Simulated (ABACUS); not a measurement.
**Be: band-structure run (part 1 of 2)**

Be (P6₃/mmc, 2 atoms in the cell), computed with Kohn-Sham DFT of a periodic cell, SOGGA, PseudoDojo NC SR 0.4.1 PBE standard, no spin polarisation (ABACUS 3.10.1).

The structure derives from an entry of the Crystallography Open Database.

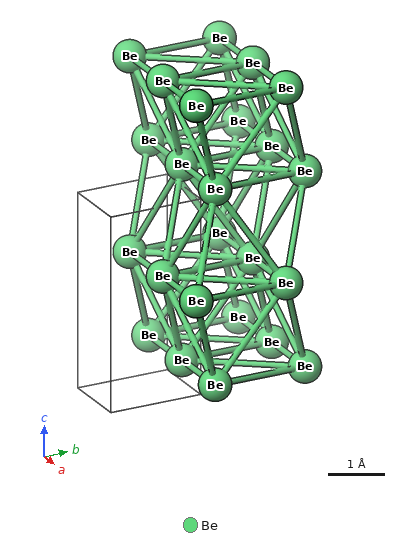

Figure 1. The structure (ball-and-stick view of the cell of the calculation, repeated 3 × 2 × 2, seen slightly off an axis). Near neighbours in the crystal (not all of them lie inside the picture): Be has 12 Be at 2.23 to 2.29 Å.

Key numbers

```json
{"quantity": "outcome", "value": "converged"}
{"quantity": "space group (tolerance 0.01 Å)", "value": "P6₃/mmc (194)"}
{"quantity": "electrons treated", "value": "8"}
{"quantity": "free energy", "value": "−755.5956 eV"}
{"quantity": "Fermi energy of the self-consistent step", "value": "8.554 eV"}
{"quantity": "gap on the k-point mesh", "value": "none (metallic)"}
{"quantity": "pressure", "value": "−2.44 GPa"}
{"quantity": "largest force (length of the vector)", "value": "under 0.001 eV/Å"}
{"quantity": "hardware", "value": "4 threads of Intel Xeon (Sapphire Rapids), 16 GiB of memory available, shared host"}
{"quantity": "wall time", "value": "3 s (CPU time 12 s)"}
{"quantity": "peak memory", "value": "0.2 GiB"}
```

Input
```
INPUT_PARAMETERS
suffix              Be
calculation         scf
basis_type          pw
pseudo_dir          ./
symmetry            1
dft_functional      GGA_X_SOGGA+GGA_C_PBE
ecutwfc             89
pseudo_rcut         10
nspin               1
nbands              14
ks_solver           dav
smearing_method     fd
smearing_sigma      0.00367493
scf_thr             1e-08
scf_nmax            100
mixing_type         broyden
mixing_beta         0.7
cal_force           1
cal_stress          1
out_chg             1
out_pot             2
out_elf             1
```

File STRU
```
ATOMIC_SPECIES
Be 9.0122 Be.upf

LATTICE_CONSTANT
4.3185911126

LATTICE_VECTORS
1.0000000000 0.0000000000 0.0000000000
-0.5000000000 0.8660254038 0.0000000000
0.0000000000 0.0000000000 1.5683717674

ATOMIC_POSITIONS
Cartesian

Be
0.0
2
0.5000000000 0.2886751346 1.1762788255 1 1 1
-0.0000000001 0.5773502692 0.3920929418 1 1 1
```

File KPT
```
K_POINTS
0
Gamma
10 10 6 0 0 0
```

Run as:
```bash
OMP_NUM_THREADS=1 mpirun -np 4 abacus > log
```

Output
```
ABACUS v3.10.1

               Atomic-orbital Based Ab-initio Computation at UStc

 ------------------------------------------------------------------------------------

 READING GENERAL INFORMATION
                           global_out_dir = OUT.Be/
                           global_in_card = INPUT
                               pseudo_dir = ./
                              orbital_dir =
                                    DSIZE = 4
                                    GSIZE = 1

 READING UNITCELL INFORMATION
                                    ntype = 1
                  lattice constant (Bohr) = 4.31859
              lattice constant (Angstrom) = 2.2853

 READING ATOM TYPE 1
                               atom label = Be
                      L=0, number of zeta = 1
                      L=1, number of zeta = 1
                      L=2, number of zeta = 1
             number of atom for this type = 2

                        TOTAL ATOM NUMBER = 2
CARTESIAN COORDINATES ( UNIT =       4.318591112600 Bohr ).
    atom                   x                   y                   z     mag                  vx                  vy                  vz
tauc_Be1            0.5000000000        0.2886751346        1.1762788255  0.0000        0.0000000000        0.0000000000        0.0000000000
tauc_Be2           -0.0000000001        0.5773502692        0.3920929418  0.0000        0.0000000000        0.0000000000        0.0000000000

                          Volume (Bohr^3) = 109.397
                             Volume (A^3) = 16.211

 Lattice vectors: (Cartesian coordinate: in unit of a_0)
                   +1                  +0                  +0
                 -0.5           +0.866025                  +0
                   +0                  +0            +1.56837
 Reciprocal vectors: (Cartesian coordinate: in unit of 2 pi/a_0)
                   +1            +0.57735                  -0
                   -0             +1.1547                  -0
                   +0                  -0           +0.637604
 The esolver type has been set to : ksdft_pw

                PAO radial cut off (Bohr) = 10

 Read in pseudopotential file is Be.upf
                     pseudopotential type = NC
          exchange-correlation functional = PBE
                 nonlocal core correction = 0
                        valence electrons = 4
                                     lmax = 1
                           number of zeta = 2
                     number of projectors = 4
                           L of projector = 0
                           L of projector = 0
                           L of projector = 1
                           L of projector = 1
 XC functional updated to : GGA_X_SOGGA+GGA_C_PBE
          exchange-correlation functional = GGA_X_SOGGA+GGA_C_PBE
     initial pseudo atomic orbital number = 4

 SETUP THE ELECTRONS NUMBER
            electron number of element Be = 4
      total electron number of element Be = 8
            AUTOSET number of electrons:  = 8
                           occupied bands = 4
                                   NBANDS = 14
                                   NLOCAL = 18

%%%%%%%%%%%%%%%%%%%%%%%%%%%%%%%%%%%%%%%%%%%%%%%%%%%%%%%%%%%%%%%%%%%%%%%%%%%%%%%%%%%%%%%%%%%%%%%%%%%%%%%%%%
 Warning: the number of valence electrons in pseudopotential > 2 for Be: [He] 2s2
 Pseudopotentials with additional electrons can yield (more) accurate outcomes, but may be less efficient.
 If you're confident that your chosen pseudopotential is appropriate, you can safely ignore this warning.
%%%%%%%%%%%%%%%%%%%%%%%%%%%%%%%%%%%%%%%%%%%%%%%%%%%%%%%%%%%%%%%%%%%%%%%%%%%%%%%%%%%%%%%%%%%%%%%%%%%%%%%%%%

 SETUP THE PLANE WAVE BASIS
 energy cutoff for charge/potential (unit:Ry) = 356
            fft grid for charge/potential = [ 25, 25, 45 ]
                        fft grid division = [ 1, 1, 1 ]
        big fft grid for charge/potential = [ 25, 25, 45 ]
                                     nbxx = 7500
                                     nrxx = 7500

 SETUP PLANE WAVES FOR CHARGE/POTENTIAL
                    number of plane waves = 12359
                         number of sticks = 451

 PARALLEL PW FOR CHARGE/POTENTIAL
     PROC   COLUMNS(POT)             PW
        1            112           3088
        2            113           3091
        3            113           3089
        4            113           3091
 --------------- sum -------------------
        4            451          12359
                            number of |g| = 611
                                  max |g| = 168.094
                                  min |g| = 1.33333

----------- Double Check Mixing Parameters Begin ------------
mixing_type: broyden
mixing_beta: 0.7
mixing_gg0: 1
mixing_gg0_min: 0.1
mixing_ndim: 8
----------- Double Check Mixing Parameters End ------------

 LATTICE VECTORS: (CARTESIAN COORDINATE: IN UNIT OF A0)
                   +1                  +0                  +0
                 -0.5           +0.866025                  +0
                   +0                  +0            +1.56837
                       right hand lattice = 1
                                   NORM_A = 1
                                   NORM_B = 1
                                   NORM_C = 1.56837
                           ALPHA (DEGREE) = 90
                           BETA  (DEGREE) = 90
                           GAMMA (DEGREE) = 120

 The lattice vectors have been changed (STRU_SIMPLE.cif)

(for optimal symmetric configuration:)
                             BRAVAIS TYPE = 4
                     BRAVAIS LATTICE NAME = 04. Hexagonal cell
                                    ibrav = 4
                                    IBRAV = 4
                                  BRAVAIS = HEXAGONAL CELL
                       LATTICE CONSTANT A = 1
                                C/A RATIO = 1.56837
Original cell was already a primitive cell.
                        ROTATION MATRICES = 24
              PURE POINT GROUP OPERATIONS = 12
                   SPACE GROUP OPERATIONS = 24
                                       C2 = 3
                                       C3 = 2
                                       C4 = 0
                                       C6 = 0
                                       S1 = 3
                                       S3 = 0
                                       S4 = 0
                                       S6 = 2
                              POINT GROUP = D_3d
                                       C2 = 7
                                       C3 = 2
                                       C4 = 0
                                       C6 = 2
                                       S1 = 7
                                       S3 = 2
                                       S4 = 0
                                       S6 = 2
               POINT GROUP IN SPACE GROUP = D_6h

 SETUP K-POINTS
                                    nspin = 1
                   Input type of k points = Monkhorst-Pack(Gamma)
                                   nkstot = 600
                       right hand lattice = 1
(for reciprocal lattice: )
                             BRAVAIS TYPE = 4
                     BRAVAIS LATTICE NAME = 04. Hexagonal cell
                                    ibrav = 4
                       right hand lattice = 1
(for k-lattice: )
                             BRAVAIS TYPE = 4
                     BRAVAIS LATTICE NAME = 04. Hexagonal cell
                                    ibrav = 4
                       right hand lattice = 1
                        ROTATION MATRICES = 24
                               nkstot_ibz = 56
K-POINTS REDUCTION ACCORDING TO SYMMETRY
     IBZ    DIRECT_X    DIRECT_Y    DIRECT_Z  WEIGHT  ibz2bz
       1  0.00000000  0.00000000  0.00000000  0.0017       0
       2 -0.10000000  0.10000000  0.00000000  0.0100       1
       3 -0.20000000  0.20000000  0.00000000  0.0100       2
       4 -0.30000000  0.30000000  0.00000000  0.0100       3
       5 -0.40000000  0.40000000  0.00000000  0.0100       4
       6  0.50000000  0.50000000  0.00000000  0.0050       5
       7 -0.10000000  0.20000000  0.00000000  0.0100      11
       8 -0.20000000  0.30000000  0.00000000  0.0200      12
       9 -0.30000000  0.40000000  0.00000000  0.0200      13
      10  0.50000000  0.40000000  0.00000000  0.0200      14
      11 -0.20000000  0.40000000  0.00000000  0.0100      22
      12  0.50000000  0.30000000  0.00000000  0.0200      23
      13  0.40000000  0.40000000  0.00000000  0.0100      24
      14  0.40000000  0.30000000  0.00000000  0.0100      33
      15  0.00000000  0.00000000  0.16666667  0.0033     100
      16 -0.10000000  0.10000000  0.16666667  0.0200     101
      17 -0.20000000  0.20000000  0.16666667  0.0200     102
      18 -0.30000000  0.30000000  0.16666667  0.0200     103
      19 -0.40000000  0.40000000  0.16666667  0.0200     104
      20  0.50000000  0.50000000  0.16666667  0.0100     105
      21 -0.10000000  0.20000000  0.16666667  0.0200     111
      22 -0.20000000  0.30000000  0.16666667  0.0400     112
      23 -0.30000000  0.40000000  0.16666667  0.0400     113
      24  0.50000000  0.40000000  0.16666667  0.0400     114
      25 -0.20000000  0.40000000  0.16666667  0.0200     122
      26  0.50000000  0.30000000  0.16666667  0.0400     123
      27  0.40000000  0.40000000  0.16666667  0.0200     124
      28  0.40000000  0.30000000  0.16666667  0.0200     133
      29  0.00000000  0.00000000  0.33333333  0.0033     200
      30 -0.10000000  0.10000000  0.33333333  0.0200     201
[... 26 further k points ...]

                               nkstot now = 56
[... K-POINTS DIRECT COORDINATES: 56 rows ...]

           k-point number in this process = 56
       minimum distributed K point number = 56
[... stars of the k points ...]

[... K-POINTS CARTESIAN COORDINATES: 56 rows ...]

[... K-POINTS DIRECT COORDINATES: 56 rows ...]

 SETUP PLANE WAVES FOR WAVE FUNCTIONS
     energy cutoff for wavefunc (unit:Ry) = 89
              fft grid for wave functions = [ 25, 25, 45 ]
                    number of plane waves = 2429
                         number of sticks = 151

 PARALLEL PW FOR WAVE FUNCTIONS
     PROC   COLUMNS(POT)             PW
        1             38            610
        2             38            608
        3             37            603
        4             38            608
 --------------- sum -------------------
        4            151           2429

 SETUP NONLOCAL PSEUDOPOTENTIALS IN PLANE WAVE BASIS
 Be non-local projectors:
 projector 1 L=0
 projector 2 L=0
 projector 3 L=1
 projector 4 L=1
      TOTAL NUMBER OF NONLOCAL PROJECTORS = 16
```
